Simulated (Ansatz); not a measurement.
## Geometry relaxation of Ta$_{5}$N (part 2 of 2)

Continued. System: Ta$_{5}$N (slab, 6 atoms in the cell). Method: DFT PBEsol, scalar-relativistic, plane waves, PAW, no spin polarisation (Ansatz 0.2.0); cutoff 420 eV, 9×9×1 k-mesh, Gaussian smearing of 0.1 eV. The structure derives from an entry of the Crystallography Open Database. The input holds or restrains some coordinates. It belongs to a series of runs on one base structure; here: N put over a Ta atom of a lower plane.

Geometry of the input (Å; fractional positions):
```
3.2805  0.0000  0.0000
0.0000  3.2805  0.0000
0.0000  0.0000  25.5610
Ta 0.5000  0.5000  0.3325
Ta 0.0000  0.0000  0.3967
Ta 0.5000  0.5000  0.4611
Ta 0.0000  0.0000  0.5263
Ta 0.5000  0.5000  0.5815
N  0.0000  0.0000  0.6206
```

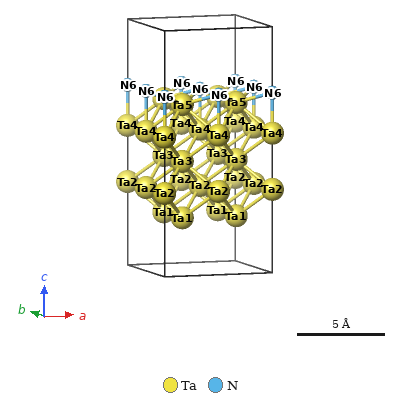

Figure 1. The geometry at step 2 of the log (ball-and-stick view of the 2 × 2 repeat of the cell, with the vacuum cut short, seen slightly off an axis; atoms are numbered from 1 in the order of the input).

Log, continued:
```
SCF iter   1: F=—  HF=-49409.845841 eV  |F-HF|=—  |Δ(HF+E_count)|=         —  Δρ=4.66e-3  dr2=1.43e-1  ethr=1.94e-4  p=0.027 e·Å  D=1.78e-2 V/Å  ΔV_dip=-0.45 eV  dr2_dipole=4.85e-4  V_vac-E_F(+/−)=3.68/4.13 eV  ⟨swp⟩=1.7  Hψ=2097  notcnv=0  defer=21
efield: sawtooth ramp at fractional position 0.9566 (handed on by an earlier solve), width 0.0400; the density the first Hamiltonian is built on has a dipole p = 0.027 e·Å; the dipole correction subtracts the counter field D = 1.78e-2 V/Å, which shifts the + side's vacuum level by -0.45 eV against the − side's; the planar-averaged density in the ramp window peaks in size at 4.4e-6 e/Å³
preconditioner: auto → LDOS  [metal: Δε(μ)=0.029 eV  Ē_g=4.948 eV  σ=0.100 eV  W_gap=0.16  n_scr=52 (ndim 8)  ℏωp=12.3 eV  f_vac=0.584  D(μ)=4.49/eV (n_scr^D=12)  β→1.0]
SCF iter   2: F=—  HF=-49409.836729 eV  |F-HF|=—  |Δ(HF+E_count)|=   9.11e-3  Δρ=2.05e-3  dr2=3.38e-2  ethr=1.94e-4  p=0.042 e·Å  D=2.73e-2 V/Å  ΔV_dip=-0.70 eV  dr2_dipole=1.41e-4  V_vac-E_F(+/−)=3.39/4.09 eV  ⟨swp⟩=2.9  Hψ=960  notcnv=0  defer=21
SCF iter   3: F=—  HF=-49409.831632 eV  |F-HF|=—  |Δ(HF+E_count)|=   5.10e-3  Δρ=9.24e-4  dr2=5.73e-3  ethr=4.83e-5  p=0.025 e·Å  D=1.67e-2 V/Å  ΔV_dip=-0.43 eV  dr2_dipole=8.21e-5  V_vac-E_F(+/−)=3.67/4.10 eV  ⟨swp⟩=2.7  Hψ=1014  notcnv=0  defer=21
SCF iter   4: F=—  HF=-49409.830960 eV  |F-HF|=—  |Δ(HF+E_count)|=   6.72e-4  Δρ=1.75e-4  dr2=3.46e-4  ethr=8.18e-6  p=0.027 e·Å  D=1.78e-2 V/Å  ΔV_dip=-0.45 eV  dr2_dipole=1.35e-6  V_vac-E_F(+/−)=3.64/4.09 eV  ⟨swp⟩=2.2  Hψ=837  notcnv=0  defer=21
SCF iter   5: F=—  HF=-49409.830943 eV  |F-HF|=—  |Δ(HF+E_count)|=   1.71e-5  Δρ=8.38e-5  dr2=2.30e-5  ethr=4.94e-7  p=0.027 e·Å  D=1.79e-2 V/Å  ΔV_dip=-0.46 eV  dr2_dipole=1.03e-7  V_vac-E_F(+/−)=3.63/4.09 eV  ⟨swp⟩=2.1  Hψ=842  notcnv=0  defer=21
SCF iter   6: F=-49409.830944 eV  HF=-49409.830945 eV  |F-HF|=1.07e-6  |Δ(HF+E_count)|=   2.04e-6  Δρ=1.90e-5  dr2=2.75e-6  ethr=2.81e-8  p=0.027 e·Å  D=1.79e-2 V/Å  ΔV_dip=-0.46 eV  dr2_dipole=1.69e-7  V_vac-E_F(+/−)=3.63/4.09 eV  ⟨swp⟩=24.6  Hψ=7357  notcnv=0
SCF 4 converged in 6 iterations: F = -49409.830944 eV  dr2 = 2.75e-6
relax step   4: F+E_penalty+E_count = -49409.83094431 eV  Δ(F+E_penalty+E_count) = -1.552e-2 eV  max|allowed force component| = 1.390e-1 eV/Å  Δτ_max = 0.0834 Å  (6 SCF iters, dr2 threshold 1.96e-5 eV, accepted)
SCF iter   1: F=—  HF=-49409.834025 eV  |F-HF|=—  |Δ(HF+E_count)|=         —  Δρ=1.31e-3  dr2=1.68e-2  ethr=1.30e-4  p=0.027 e·Å  D=1.79e-2 V/Å  ΔV_dip=-0.46 eV  dr2_dipole=3.42e-7  V_vac-E_F(+/−)=3.62/4.08 eV  ⟨swp⟩=2.0  Hψ=1160  notcnv=0  defer=19
efield: sawtooth ramp at fractional position 0.9566 (handed on by an earlier solve), width 0.0400; the density the first Hamiltonian is built on has a dipole p = 0.027 e·Å; the dipole correction subtracts the counter field D = 1.79e-2 V/Å, which shifts the + side's vacuum level by -0.46 eV against the − side's; the planar-averaged density in the ramp window peaks in size at 3.9e-6 e/Å³
preconditioner: auto → LDOS  [metal: Δε(μ)=0.025 eV  Ē_g=4.907 eV  σ=0.100 eV  W_gap=0.14  n_scr=52 (ndim 8)  ℏωp=12.3 eV  f_vac=0.581  D(μ)=4.84/eV (n_scr^D=14)  β→1.0]
SCF iter   2: F=—  HF=-49409.832904 eV  |F-HF|=—  |Δ(HF+E_count)|=   1.12e-3  Δρ=4.38e-4  dr2=1.43e-3  ethr=2.39e-5  p=0.024 e·Å  D=1.59e-2 V/Å  ΔV_dip=-0.41 eV  dr2_dipole=7.79e-7  V_vac-E_F(+/−)=3.69/4.09 eV  ⟨swp⟩=2.0  Hψ=891  notcnv=0  defer=20
SCF iter   3: F=—  HF=-49409.832722 eV  |F-HF|=—  |Δ(HF+E_count)|=   1.82e-4  Δρ=2.42e-4  dr2=4.87e-4  ethr=2.04e-6  p=0.028 e·Å  D=1.85e-2 V/Å  ΔV_dip=-0.47 eV  dr2_dipole=1.28e-5  V_vac-E_F(+/−)=3.62/4.09 eV  ⟨swp⟩=3.3  Hψ=1157  notcnv=0  defer=20
SCF iter   4: F=—  HF=-49409.832768 eV  |F-HF|=—  |Δ(HF+E_count)|=   4.63e-5  Δρ=6.13e-5  dr2=4.64e-5  ethr=6.96e-7  p=0.027 e·Å  D=1.81e-2 V/Å  ΔV_dip=-0.46 eV  dr2_dipole=5.97e-7  V_vac-E_F(+/−)=3.63/4.09 eV  ⟨swp⟩=2.0  Hψ=808  notcnv=0  defer=20
SCF iter   5: F=—  HF=-49409.832768 eV  |F-HF|=—  |Δ(HF+E_count)|=   2.50e-7  Δρ=2.33e-5  dr2=2.11e-6  ethr=6.64e-8  p=0.027 e·Å  D=1.79e-2 V/Å  ΔV_dip=-0.46 eV  dr2_dipole=7.08e-8  V_vac-E_F(+/−)=3.63/4.09 eV  ⟨swp⟩=2.0  Hψ=821  notcnv=0  defer=20
SCF iter   6: F=-49409.832768 eV  HF=-49409.832768 eV  |F-HF|=3.78e-8  |Δ(HF+E_count)|=   4.29e-7  Δρ=5.32e-6  dr2=2.57e-7  ethr=1.72e-9  p=0.027 e·Å  D=1.79e-2 V/Å  ΔV_dip=-0.46 eV  dr2_dipole=3.85e-8  V_vac-E_F(+/−)=3.63/4.09 eV  ⟨swp⟩=20.6  Hψ=6133  notcnv=0
SCF 5 converged in 6 iterations: F = -49409.832768 eV  dr2 = 2.57e-7
  Residual-converged pass: ⟨swp⟩=1.1  Hψ=691  notcnv=0  max |occ|·‖R‖ = 7.1e-9 eV (tolerance 1.0e-8 eV)  dr2=2.57e-7  dr2_onsite=1.74e-9  max |Δocc| = 2.4e-11
relax step   5: F+E_penalty+E_count = -49409.83276836 eV  Δ(F+E_penalty+E_count) = -1.824e-3 eV  max|allowed force component| = 4.194e-2 eV/Å  Δτ_max = 0.0204 Å  (6 SCF iters, dr2 threshold 1.21e-6 eV, accepted)
SCF iter   1: F=—  HF=-49409.832785 eV  |F-HF|=—  |Δ(HF+E_count)|=         —  Δρ=1.64e-4  dr2=6.57e-4  ethr=3.20e-6  p=0.027 e·Å  D=1.79e-2 V/Å  ΔV_dip=-0.46 eV  dr2_dipole=9.05e-5  V_vac-E_F(+/−)=3.63/4.09 eV  ⟨swp⟩=2.0  Hψ=1001  notcnv=0
efield: sawtooth ramp at fractional position 0.9566 (handed on by an earlier solve), width 0.0400; the density the first Hamiltonian is built on has a dipole p = 0.027 e·Å; the dipole correction subtracts the counter field D = 1.79e-2 V/Å, which shifts the + side's vacuum level by -0.46 eV against the − side's; the planar-averaged density in the ramp window peaks in size at 3.7e-6 e/Å³
preconditioner: auto → LDOS  [metal: Δε(μ)=0.019 eV  Ē_g=4.913 eV  σ=0.100 eV  W_gap=0.10  n_scr=52 (ndim 8)  ℏωp=12.3 eV  f_vac=0.582  D(μ)=4.81/eV (n_scr^D=14)  β→1.0]
SCF iter   2: F=—  HF=-49409.832749 eV  |F-HF|=—  |Δ(HF+E_count)|=   3.50e-5  Δρ=7.12e-5  dr2=7.29e-5  ethr=9.39e-7  p=0.027 e·Å  D=1.77e-2 V/Å  ΔV_dip=-0.45 eV  dr2_dipole=1.86e-5  V_vac-E_F(+/−)=3.64/4.09 eV  ⟨swp⟩=1.8  Hψ=793  notcnv=0
SCF iter   3: F=—  HF=-49409.832845 eV  |F-HF|=—  |Δ(HF+E_count)|=   9.52e-5  Δρ=4.11e-5  dr2=2.29e-5  ethr=1.04e-7  p=0.027 e·Å  D=1.79e-2 V/Å  ΔV_dip=-0.46 eV  dr2_dipole=1.80e-6  V_vac-E_F(+/−)=3.63/4.09 eV  ⟨swp⟩=2.3  Hψ=966  notcnv=0
SCF iter   4: F=—  HF=-49409.832843 eV  |F-HF|=—  |Δ(HF+E_count)|=   1.60e-6  Δρ=1.59e-5  dr2=3.19e-6  ethr=3.26e-8  p=0.027 e·Å  D=1.78e-2 V/Å  ΔV_dip=-0.46 eV  dr2_dipole=6.13e-8  V_vac-E_F(+/−)=3.63/4.09 eV  ⟨swp⟩=2.0  Hψ=690  notcnv=0
SCF iter   5: F=—  HF=-49409.832843 eV  |F-HF|=—  |Δ(HF+E_count)|=   8.61e-8  Δρ=3.25e-6  dr2=1.27e-7  ethr=4.56e-9  p=0.027 e·Å  D=1.78e-2 V/Å  ΔV_dip=-0.46 eV  dr2_dipole=4.40e-9  V_vac-E_F(+/−)=3.63/4.09 eV  ⟨swp⟩=2.1  Hψ=931  notcnv=0
SCF iter   6: F=-49409.832843 eV  HF=-49409.832843 eV  |F-HF|=9.39e-10  |Δ(HF+E_count)|=   2.83e-8  Δρ=9.16e-7  dr2=8.36e-9  ethr=1.43e-10  p=0.027 e·Å  D=1.78e-2 V/Å  ΔV_dip=-0.45 eV  dr2_dipole=2.73e-10  V_vac-E_F(+/−)=3.63/4.09 eV  ⟨swp⟩=17.1  Hψ=5226  notcnv=0
SCF 6 converged in 6 iterations: F = -49409.832843 eV  dr2 = 8.36e-9
relax step   6: F+E_penalty+E_count = -49409.83284306 eV  Δ(F+E_penalty+E_count) = -7.471e-5 eV  max|allowed force component| = 1.367e-3 eV/Å  Δτ_max = 0.0034 Å  (6 SCF iters, accepted)
WARN: The output density's exchange-correlation potential varies sharply where the density is thin. Do not read a vacuum level from v_tot or v_xc, or from such a field of the output density. On a cell that repeats whose density bears no net charge and no dipole along the vacuum's axis use v_es (v_loc + v_h of the components); under efield.dipole_correction with no amplitude use v_es + v_field, which holds any external_charges[].barrier, or the levels of the report's work_function block, which leave it out; under a non-zero efield.amplitude the vacuum is tilted and has no level; on a cell that repeats and bears such a dipole with no correction it is tilted too, and efield.dipole_correction with no amplitude gives each side of its ramp a level where efield: is served; in a cell that repeats whose density bears a net charge (total_charge, or a fill off its count) it is curved and has none; of a slab under crystal.periodic whose density bears no net charge use v_es, which has a level on each side, short of where the two are joined; of another it falls or rises all the way out and has none; of a slab beside external_charges read slab_vacuum_level instead, which it has where they leave it neutral. The grid or the basis barely resolves most such structure, and the values can differ between equally converged runs; as a rule a tighter scf.convergence.dr2_threshold does not remove it. Where the density itself ripples (under the LDA too) a higher basis.ecutwfc lessens it. The files hold the spikes' plane waves up to the density's cutoff. Files: v_tot_of_output_density and the like, and their columns of v_z.tsv (output.write_potential); v_xc_of_output_density and the like, and their columns of v_comp_z.tsv (output.write_potential_components). Measured: with its Gaussian average of σ = 0.25 Å subtracted twice, the exchange-correlation potential is over 0.1 eV at 12 of the grid points where the equally averaged density (valence and model cores) is under 1e-3 e/Å³, and 0.110 eV at the most among them, at an averaged density of 1.1e-7 e/Å³. The input density's (outcome.potential() and, of a run that writes arrays, v_tot and v_xc) is over 0.1 eV, so measured, at 1 points of its own thin density, 0.141 eV at the most. See output.write_potential in the manual, Limitations
SCF converged after 6 iterations
Free energy (F): -49409.832843 eV
Harris-Foulkes:  -49409.832843 eV  (|F-HF|=9.39e-10)
Internal energy: -49409.808749 eV  (E = F + TS)
E sigma→0 (E₀):  -49409.820796 eV
Entropy (-TS):   -0.024095 eV (-4.016 meV/atom)
Fermi energy:    4.016345 eV
Dipole field:    D = 0.017776 V/Å  (p = 0.027023 e·Å, saw-weighted, corrected)
Work function:   Φ+ = 3.6347 eV   Φ− = 4.0891 eV
Levels:          The Fermi level and band energies are counted from a zero that moves with the ramp; work functions are not
--- Per-component energies (eV) ---
  E_band       = -1522.072166
  E_kinetic    = 1948.649536
  E_local      = -80488.271597  (includes V_loc(G=0)·N_el)
  E_nonlocal   = 131.425496
  E_hartree    = 39283.184352
  E_xc         = -1138.728099
  E_vxc        = -1087.516527  (∫ρ·V_xc dr)
  E_paw        = -41483.545604  (= ΣΔE_a)
  E_vpaw       = -592.905621  (= ΣTr[D̂ρ^β])
  E_aug_tail   = 0.000808  (compensation charges beyond the density's cutoff)
  E_efield     = 0.000240  (sawtooth field / dipole correction)
  E_vefield    = 0.185276  (∫n·V_field dr)
  E_ewald      = 32336.379787
  E_core_change = 1.096331  (= ΣΔE_core)
  E_smearing   = -0.024095  (= −TS)
  E_closure    = -0.000000  (closes the sum)
  Σ components = -49409.832843   (vs F -49409.832843, Δ=0.00e0)
--- Forces (eV/Å), atoms counted from 1 ---
  atom   1  Ta    -0.00000000     0.00000000     1.39030874
  atom   2  Ta     0.00000000     0.00000000    -1.38867203
  atom   3  Ta     0.00000000     0.00000000    -0.00136722
  atom   4  Ta     0.00000000     0.00000000     0.00127653
  atom   5  Ta     0.00000000     0.00000000    -0.00036714
  atom   6  N     -0.00000000     0.00000000    -0.00114607
  max |Σ_I F_I| component: 3.28e-5 eV/Å
--- Band table (eV; the first three rows and the last of 15) ---
  k-point 0: bands = ["-64.7088", "-64.1132", "-63.1356", "-63.0502", "-62.8237", "-31.1635", "-31.1635", "-31.0418", "-30.6716", "-30.5116", "-30.5116", "-29.9235", "-29.7559", "-29.7559", "-29.7333", "-29.4977", "-29.4977", "-29.2285", "-29.0504", "-29.0504", "-11.2827", "-3.3627", "-1.5604", "-0.2671", "0.1308", "0.4072", "0.7334", "0.9045", "1.2073", "1.2073", "2.3469", "3.9665", "4.2278", "4.2278", "4.4098", "4.5614", "4.5614", "4.6758", "5.2298", "5.2298", "5.2648", "5.3398"]
  k-point 1: bands = ["-64.7077", "-64.1120", "-63.1328", "-63.0483", "-62.8259", "-31.1975", "-31.1585", "-31.0409", "-30.6757", "-30.5432", "-30.5042", "-29.9311", "-29.8392", "-29.7384", "-29.6658", "-29.5372", "-29.4984", "-29.1958", "-29.0699", "-29.0690", "-11.1640", "-3.1151", "-1.4366", "-0.2185", "-0.0365", "0.3505", "0.6053", "0.7807", "0.9189", "1.5279", "2.5996", "3.8048", "3.9293", "4.1055", "4.2464", "4.3909", "4.5594", "4.7784", "5.0941", "5.3123", "5.7573", "5.8813"]
  k-point 2: bands = ["-64.7049", "-64.1088", "-63.1260", "-63.0430", "-62.8317", "-31.2811", "-31.1457", "-31.0396", "-30.6885", "-30.6191", "-30.4853", "-29.9775", "-29.9128", "-29.6885", "-29.6443", "-29.5754", "-29.4999", "-29.1509", "-29.1218", "-29.1038", "-10.8476", "-2.4369", "-1.4514", "-0.9029", "-0.0074", "0.0145", "0.4496", "0.7010", "1.4412", "2.2632", "3.0306", "3.4299", "3.5605", "3.6220", "4.1943", "4.2642", "4.4121", "5.1927", "5.2315", "5.3200", "5.7293", "6.3026"]
  k-point 14: bands = ["-64.6915", "-64.0951", "-63.1048", "-63.0221", "-62.8367", "-31.3756", "-31.3744", "-30.9750", "-30.7424", "-30.7424", "-30.5972", "-30.0651", "-30.0572", "-29.7902", "-29.7161", "-29.6665", "-29.5554", "-29.4243", "-29.1125", "-29.1030", "-10.6331", "-0.6819", "-0.4294", "-0.0925", "0.0365", "1.0554", "1.4572", "1.8761", "2.0227", "2.1326", "2.2745", "2.5776", "2.6768", "2.7601", "3.9395", "4.0815", "5.9015", "5.9530", "6.2293", "6.6078", "6.9729", "7.4915"]
--- Relaxed structure (6 steps of the walk, 6 accepted, 0 SCFs on fresh bases) ---
  F+E_penalty+E_count = -49409.83284306 eV   max|allowed force component| = 1.367e-3 eV/Å
  atoms:
    - { symbol: Ta, position: [0.5, 0.5, 0.3325373427] }
    - { symbol: Ta, position: [0.0, 0.0, 0.39670765119999996] }
    - { symbol: Ta, position: [0.5, 0.5, 0.4591133997360837] }
    - { symbol: Ta, position: [-6.421195974836904e-35, 0.0, 0.5220753224159096] }
    - { symbol: Ta, position: [0.5, 0.5, 0.5915360026585424] }
    - { symbol: N, position: [-3.3023293584875507e-35, 0.0, 0.6057234915337506] }
```

Trajectory as extended XYZ (Å, eV, eV/Å), 6 frames, from step=1 to step=6:
```
6
Lattice="3.2805 0.0000 0.0000 0.0000 3.2805 0.0000 0.0000 0.0000 25.5610" Properties=species:S:1:pos:R:3:forces:R:3 step=1 energy=-49407.95993
Ta    1.6403    1.6403    8.5000    0.0000   0.0000   1.4689
Ta    0.0000    0.0000   10.1403    0.0000   0.0000  -1.1371
Ta    1.6403    1.6403   11.7872    0.0000   0.0000  -0.6691
Ta    0.0000    0.0000   13.4537    0.0000   0.0000  -2.1259
Ta    1.6403    1.6403   14.8640    0.0000   0.0000   6.6018
N     0.0000    0.0000   15.8640    0.0000   0.0000  -4.1368
6
Lattice="3.2805 0.0000 0.0000 0.0000 3.2805 0.0000 0.0000 0.0000 25.5610" Properties=species:S:1:pos:R:3:forces:R:3 step=2 energy=-49409.38976
Ta    1.6403    1.6403    8.5000    0.0000   0.0000   1.4462
Ta    0.0000    0.0000   10.1403    0.0000   0.0000  -1.2241
Ta    1.6403    1.6403   11.7640    0.0000   0.0000  -0.1865
Ta    0.0000    0.0000   13.3951    0.0000   0.0000   0.0077
Ta    1.6403    1.6403   15.0590    0.0000   0.0000   2.7058
N     0.0000    0.0000   15.7403    0.0000   0.0000  -2.7494
6
Lattice="3.2805 0.0000 0.0000 0.0000 3.2805 0.0000 0.0000 0.0000 25.5610" Properties=species:S:1:pos:R:3:forces:R:3 step=3 energy=-49409.81543
Ta    1.6403    1.6403    8.5000    0.0000   0.0000   1.3989
Ta    0.0000    0.0000   10.1403    0.0000   0.0000  -1.2092
Ta    1.6403    1.6403   11.7580    0.0000   0.0000  -0.0906
Ta    0.0000    0.0000   13.3597    0.0000   0.0000   0.5606
Ta    1.6403    1.6403   15.1789    0.0000   0.0000  -0.3145
N     0.0000    0.0000   15.5456    0.0000   0.0000  -0.3427
6
Lattice="3.2805 0.0000 0.0000 0.0000 3.2805 0.0000 0.0000 0.0000 25.5610" Properties=species:S:1:pos:R:3:forces:R:3 step=4 energy=-49409.83094
Ta    1.6403    1.6403    8.5000    0.0000   0.0000   1.3997
Ta    0.0000    0.0000   10.1403    0.0000   0.0000  -1.3982
Ta    1.6403    1.6403   11.7399    0.0000   0.0000  -0.1390
Ta    0.0000    0.0000   13.3346    0.0000   0.0000  -0.0527
Ta    1.6403    1.6403   15.1018    0.0000   0.0000   0.0945
N     0.0000    0.0000   15.4622    0.0000   0.0000   0.0953
6
Lattice="3.2805 0.0000 0.0000 0.0000 3.2805 0.0000 0.0000 0.0000 25.5610" Properties=species:S:1:pos:R:3:forces:R:3 step=5 energy=-49409.83277
Ta    1.6403    1.6403    8.5000    0.0000   0.0000   1.3946
Ta    0.0000    0.0000   10.1403    0.0000   0.0000  -1.3716
Ta    1.6403    1.6403   11.7388    0.0000   0.0000  -0.0419
Ta    0.0000    0.0000   13.3447    0.0000   0.0000   0.0145
Ta    1.6403    1.6403   15.1208    0.0000   0.0000  -0.0017
N     0.0000    0.0000   15.4826    0.0000   0.0000   0.0064
6
Lattice="3.2805 0.0000 0.0000 0.0000 3.2805 0.0000 0.0000 0.0000 25.5610" Properties=species:S:1:pos:R:3:forces:R:3 step=6 energy=-49409.83284
Ta    1.6403    1.6403    8.5000    0.0000   0.0000   1.3903
Ta    0.0000    0.0000   10.1403    0.0000   0.0000  -1.3887
Ta    1.6403    1.6403   11.7354    0.0000   0.0000  -0.0014
Ta    0.0000    0.0000   13.3448    0.0000   0.0000   0.0013
Ta    1.6403    1.6403   15.1203    0.0000   0.0000  -0.0004
N     0.0000    0.0000   15.4829    0.0000   0.0000  -0.0011
```

Summary:

- outcome: converged under the restraints of the input
- electrons treated: 70
- free energy: −49409.8328 eV
- work function, top face: 3.63 eV
- work function, bottom face: 4.09 eV
- Fermi energy: 4.016 eV
- gap on the k-point mesh: none (metallic)
- final volume: 275.08 Å³
- work function (upper face): 3.63 eV
- largest force (length of the vector) at the end, held atoms and coordinates included: 1.390 eV/Å
- hardware: 1 thread of Arm Neoverse V2, 24 GiB of memory available, shared host
- wall time: 97 s
- peak memory: 0.48 GiB

Remarks:

Warnings of the run: the exchange-correlation potential is rough where the density is thin. Spin–orbit coupling is left out, which matters for Ta.
